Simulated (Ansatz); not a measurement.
**TiSi15C16 (cell with a defect): density, localisation and related maps**

```
Ti Si C
1.0
     6.15512    0.00000    0.00000
    -3.07756    5.33049    0.00000
     0.00000    0.00000   10.07677
Ti Si C
1 15 16
Direct
  0.33387 0.16733 0.93568
  0.33414 0.66748 0.93847
  0.83374 0.16709 0.93846
  0.83373 0.66749 0.93844
  0.16697 0.33422 0.43837
  0.16696 0.83360 0.43837
  0.66759 0.33423 0.43837
  0.66720 0.83402 0.43803
  0.00051 0.50067 0.68864
  0.99899 0.99993 0.68614
  0.50125 0.50217 0.68613
  0.50127 0.99992 0.68612
  0.99903 0.99992 0.19039
  0.00053 0.50068 0.18834
  0.50130 0.99992 0.19038
  0.50130 0.50218 0.19037
  0.33383 0.16732 0.73766
  0.33435 0.66760 0.74989
  0.83358 0.16684 0.74990
  0.83358 0.66759 0.74988
  0.16693 0.33428 0.25044
  0.16694 0.83348 0.25045
  0.66774 0.33428 0.25045
  0.66720 0.83400 0.25288
  0.99911 0.99998 0.49946
  0.00050 0.50068 0.50134
  0.50122 0.99999 0.49944
  0.50123 0.50210 0.49945
  0.50791 0.99332 0.00510
  0.50789 0.51538 0.00508
  0.98584 0.99333 0.00509
  0.00054 0.50069 0.00044
```

The program warned that a starting moment wasn't kept; spin-polarised, but the moments vanished.

These are results of DFT r2SCAN, scalar-relativistic, plane waves, PAW (Ansatz 0.2.0), not measurements.

In a PAW calculation such maps are meaningful between the atoms, not at the nuclei.

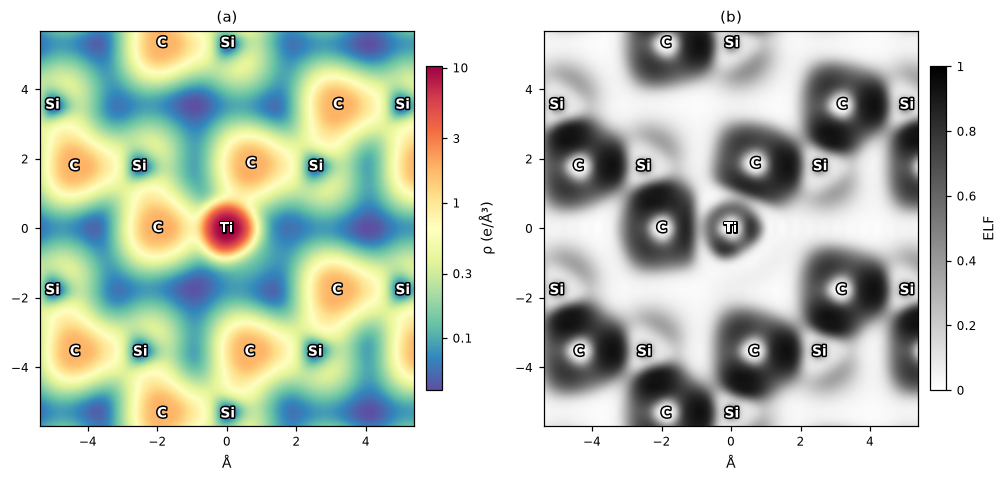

Figure 1. (a) valence pseudo-density; (b) ELF on the (110) plane of the calculation cell.

Question: What do the fields say about this system?

Answer:
- Atoms in the plane: Ti, Si and C.
- Si–C (1.88 Å): ρ is about 0.91 e/Å³ halfway; the ELF peaks at about 0.95 between the atoms; a covalent bond.
- Ti–C (2.00 Å): ρ at the midpoint is about 0.8 e/Å³; the ELF peaks at about 0.85 in the valence shell of C, 0.7 Å from its nucleus, and is about 0.45 at the midpoint.
- Si–C (1.90 Å): ρ is about 0.88 e/Å³ halfway; the ELF peaks at about 0.95 between the atoms (a shared electron pair).
- Between the atoms the lowest density in this plane is 0.04 e/Å³.
- The features right at Ti lie inside the PAW spheres, where the map follows smoothed inner orbitals and isn't to be read closely.

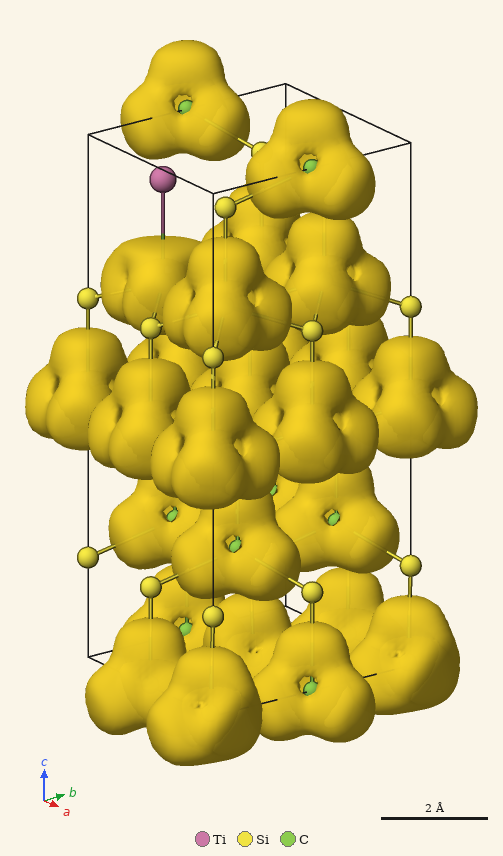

Figure 2. Isosurface of the ELF at 0.7 (yellow), seen slightly off an axis. Only the valence region is drawn (cores and ρ < 0.01 e/Å³ removed). Sticks mark near contacts.

Question: What do the ELF domains correspond to?

Answer: At this value the surface marks out 16 regions on C in which the atom's valence shell and bonds are merged, counted in one cell of 32 atoms. Regions shared between cells count once.


Si–C (1.86 Å): the ELF peaks at about 0.90 between the atoms, as expected for localised, covalent bonding. Ti–C (1.98 Å): the ELF peaks at about 0.85 in the valence shell of C, 0.7 Å from its nucleus, and is about 0.45 at the midpoint.

Question: Does the calculation give a band gap?

Answer: It is gapped, with a Kohn–Sham gap of 2.4 eV on the k-point mesh (the band edges may lie off the mesh, which would make the gap smaller).
